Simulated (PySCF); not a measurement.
# A series of single points on SnTe

System: SnTe (Fm-3m, 2 atoms in the cell).
Method: Kohn-Sham DFT of a periodic cell in Gaussian orbitals, PBEsol, DZVP-MOLOPT-SR/GTH-PBE, no spin polarisation (PySCF 2.14.0).

The 7 runs differ only in the geometry, by an even scaling of the cell at fixed fractional positions. The structure derives from an entry of the Crystallography Open Database.

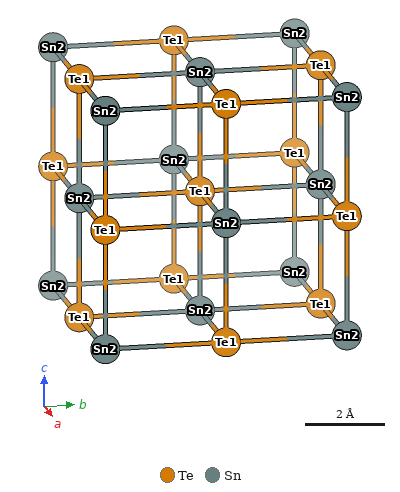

Figure 1. The structure of run 4 (ball-and-stick view of the cell 4 times as large as that of the calculation, set on its symmetry axes, seen slightly off an axis; atoms are numbered from 1 in the order of the input).

## Input of run 4
```python
import json
import numpy as np
from pyscf.pbc import gto, scf, dft, df

cell = gto.Cell()
cell.a = '''
  0.0000000000    3.1508500000    3.1508500000
  3.1508500000    0.0000000000    3.1508500000
  3.1508500000    3.1508500000    0.0000000000'''
cell.atom = '''
Te   3.1508500000    3.1508500000    3.1508500000
Sn   0.0000000000    0.0000000000    0.0000000000'''
cell.unit = 'A'
cell.basis = {'Sn': 'DZVP-MOLOPT-SR-GTH-q4', 'Te': 'DZVP-MOLOPT-SR-GTH-q6'}
cell.pseudo = {'Sn': 'GTH-PBE-q4', 'Te': 'GTH-PBE-q6'}
cell.ke_cutoff = 50  # hartree
cell.exp_to_discard = 0.02
cell.precision = 1e-08
cell.space_group_symmetry = True
cell.symmorphic = False
cell.max_memory = 2940  # MB
cell.verbose = 4
cell.build()

res = {}
kpts = cell.make_kpts([7, 7, 7], space_group_symmetry=True, time_reversal_symmetry=True)
cell.space_group_symmetry = False  # the mesh holds the operations; no search on the supercells of the integral code
mf = dft.KRKS(cell, kpts, xc='pbesol')
mf = mf.multigrid_numint()
mf = mf.smearing(sigma=0.00183747, method='fermi')  # hartree
mf.conv_tol = 1e-07
mf.max_cycle = 60

mf.kernel()
res.update(converged=bool(mf.converged), e_tot=mf.e_tot, nelec=cell.nelectron, nao=cell.nao, mesh=list(map(int, cell.mesh)), a=cell.lattice_vectors().tolist(), coords=cell.atom_coords().tolist(),
           mo_energy=[np.real(x).tolist() for x in mf.mo_energy], mo_occ=[np.real(x).tolist() for x in mf.mo_occ])
res.update(e_free=mf.e_free, e_zero=mf.e_zero)
res.update(kpts=kpts.kpts_scaled_ibz.tolist(), weights=kpts.weights_ibz.tolist())
res['parts'] = {k: float(np.real(v)) for k, v in mf.scf_summary.items() if np.isscalar(v)}
json.dump(res, open('results.json', 'w'))
if not mf.converged:
    raise SystemExit('SCF not converged')

print('levels (eV)')
for i, kp in enumerate(res['kpts'][:40]):
    print('k %7.4f %7.4f %7.4f  ' % tuple(kp), ' '.join('%.3f' % (x * 27.211386) for x in res['mo_energy'][i][:10]))

mf = mf.to_khf()  # unfold to the whole mesh
kpts = mf.kpts
# Mulliken populations
dm, s = np.asarray(mf.make_rdm1()), np.asarray(mf.get_ovlp())
sites = cell.aoslice_by_atom()[:, 2:]
tot = np.einsum('kij,kji->i', dm, s).real / len(kpts)
res['mulliken'] = [cell.atom_charge(i) - tot[a0:a1].sum() for i, (a0, a1) in enumerate(sites)]
print('Mulliken charges', np.round(res['mulliken'], 5))

# density of states, Gaussians of 0.15 eV
e = np.asarray(mf.mo_energy).real.reshape(1, -1) * 27.211386
ef = mf.get_fermi()
ef = np.max(ef) * 27.211386
x = np.arange(-15, 10.01, 0.1) + round(ef, 1)
dos = np.exp(-((x[:, None, None] - e) / 0.15) ** 2 / 2).sum(-1).T / (0.15 * np.sqrt(2 * np.pi) * len(kpts)) * 2
res.update(dos_e=x.tolist(), dos=dos.tolist())
for a, b in zip(x[::5], dos.T[::5]):
    print('%8.2f' % a, ' '.join('%9.4f' % y for y in b))

# density on a uniform mesh
grids = dft.gen_grid.UniformGrids(cell)
grids.mesh = [25, 25, 25]
grids.build()
ni = dft.numint.KNumInt()
rho = [ni.get_rho(cell, x, grids, kpts) for x in [dm]]
np.save('rho.npy', np.reshape(rho, (-1, *grids.mesh)))
res['done'] = True
json.dump(res, open('results.json', 'w'))
```

Command:
```bash
OMP_NUM_THREADS=2 python -u run.py > log
```

Lattice vectors (Å) and fractional positions of run 4:
```
   0.000000    3.150850    3.150850
   3.150850    0.000000    3.150850
   3.150850    3.150850    0.000000
Te  0.500000  0.500000  0.500000
Sn  0.000000  0.000000  0.000000
```

Run 2 has the same physical settings and fractional positions; its lattice vectors (Å) are:
```
   0.000000    3.108266    3.108266
   3.108266    0.000000    3.108266
   3.108266    3.108266    0.000000
```

## Results, with one run withheld

```csv
run,volume per atom (Å³),"free energy per atom, from the lowest run given (meV)",gap on the mesh (eV)
1,29.404,49.88,0.57
2,30.030,?,?
3,30.656,16.68,0.66
4,31.281,7.16,0.71
5,31.907,1.74,0.71
6,32.532,0.00,0.71
7,33.158,1.57,0.71
```

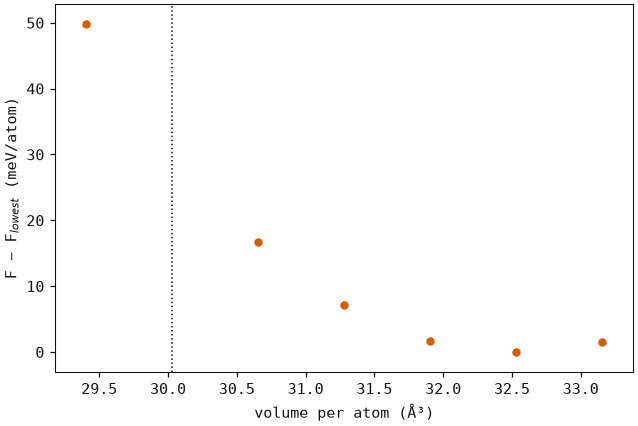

Figure 2. Free energy per atom of the runs given; the dotted line marks run 2.

Fit the runs given and predict run 2.

A cubic polynomial in V^(−2/3) (the Birch–Murnaghan form), fitted to the 6 runs given, misses them by at most 0.01 meV per atom. With x = V^(−2/3) − 0.10037 Å⁻², it reads F = 5.3356 + 4751.4 x + 1.0622e+06 x² + 2.2738e+06 x³ (meV per atom). At run 2 it gives 30.75 meV per atom, and the run itself gives 30.74. The fit has its minimum at 32.537 Å³ per atom, where V d²F/dV² gives 44.1 GPa: the bulk modulus at this level, since symmetry fixes the shape and the positions. The gap on the mesh lies between 0.57 eV (run 1) and 0.71 eV (run 5); run 2 has 0.62 eV. These are gaps of this functional on this mesh, which can miss the band edges; they aren't the measured gap.

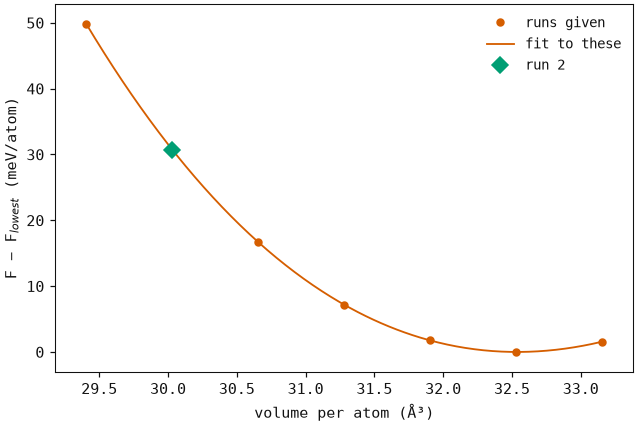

Figure 3. The fit and the withheld run.

## Output, shortened to warnings, some set-up lines, iterations and results (run 2)
```
k-points in IBZ                         weights
[...]
cycle= 1 E= -11.6475882648289  delta_E= -0.0785  |g|= 0.177  |ddm|= 11.2
cycle= 2 E= -11.6479558908755  delta_E= -0.000368  |g|= 0.138  |ddm|= 1.08
cycle= 3 E= -11.6485452528598  delta_E= -0.000589  |g|= 0.0312  |ddm|= 0.538
cycle= 4 E= -11.6485823425865  delta_E= -3.71e-05  |g|= 0.000169  |ddm|= 0.114
cycle= 5 E= -11.6485823414331  delta_E= 1.15e-09  |g|= 4.29e-07  |ddm|= 0.000533
    sigma = 0.00183747  Optimized mu = 0.256961117413  entropy = 0.00226945935601
nelec by numeric integration = 10.000000000000018
    Total E(T) = -11.6485823414234  Free energy = -11.6485865114869  E0 = -11.6485844264551
Extra cycle  E= -11.6485823414234  delta_E= 9.72e-12  |g|= 3.6e-07  |ddm|= 2.32e-06
converged SCF energy = -11.6485823414234
levels (eV)
k  0.0000  0.0000  0.0000   -6.176 2.454 4.697 4.697 4.697 10.590 10.590 10.590 11.844 11.844
k  0.5714  0.5714  0.0000   -4.600 0.207 1.519 2.997 2.997 9.053 12.204 12.204 13.132 16.094
k  0.5714  0.5714  0.5714   -4.908 -1.468 4.924 4.924 6.703 7.320 7.320 7.450 15.477 16.569
k  0.7143  0.7143 -0.0000   -5.297 0.364 3.488 3.488 3.989 9.783 9.918 11.376 11.376 15.291
k  0.7143  0.7143  0.2857   -4.507 -0.947 1.884 3.649 4.363 9.548 9.921 12.050 12.189 16.437
k  0.7143  0.7143  0.4286   -4.694 -1.001 2.112 4.331 5.291 8.316 8.854 11.950 14.669 14.850
k  0.7143  0.7143  0.7143   -5.504 -0.219 4.786 4.786 6.155 8.191 8.191 8.452 13.566 14.010
k  0.8571  0.4286  0.4286   -4.444 -0.078 1.058 3.098 3.406 9.635 11.325 11.782 13.548 17.635
k  0.8571  0.5714  0.2857   -4.408 -0.731 1.588 2.374 5.647 8.168 11.497 12.559 12.820 14.443
k  0.8571  0.5714  0.4286   -4.512 -0.415 1.664 2.459 4.588 9.568 10.320 12.565 12.629 16.517
k  0.8571  0.5714  0.5714   -4.841 -0.289 2.561 3.353 3.746 9.941 10.799 10.979 11.590 17.104
k  0.8571  0.7143  0.4286   -4.635 -1.031 2.567 3.102 5.837 7.656 10.426 11.324 12.889 15.382
k  0.8571  0.7143  0.5714   -5.114 -0.355 2.967 3.940 5.219 8.614 9.516 10.833 11.951 15.997
k  0.8571  0.8571 -0.0000   -5.942 1.394 4.258 4.258 6.123 8.063 10.700 10.700 11.064 13.282
k  0.8571  0.8571  0.1429   -5.552 0.280 4.020 4.165 5.695 8.085 9.963 10.118 11.248 14.822
k  0.8571  0.8571  0.2857   -4.970 -1.000 3.941 4.110 5.221 8.487 8.765 9.468 12.669 16.867
k  0.8571  0.8571  0.4286   -4.710 -1.473 3.446 4.529 5.654 7.852 8.071 9.797 14.885 16.142
k  0.8571  0.8571  0.5714   -5.165 -0.685 3.314 5.061 6.509 7.482 7.496 10.487 13.531 14.059
k  0.8571  0.8571  0.7143   -5.716 0.538 3.780 5.123 6.344 8.115 8.120 10.714 12.560 12.644
k  0.8571  0.8571  0.8571   -6.001 1.418 4.709 4.709 5.392 9.570 9.570 9.751 12.309 12.412
Mulliken charges [-0.16576  0.16576]
```
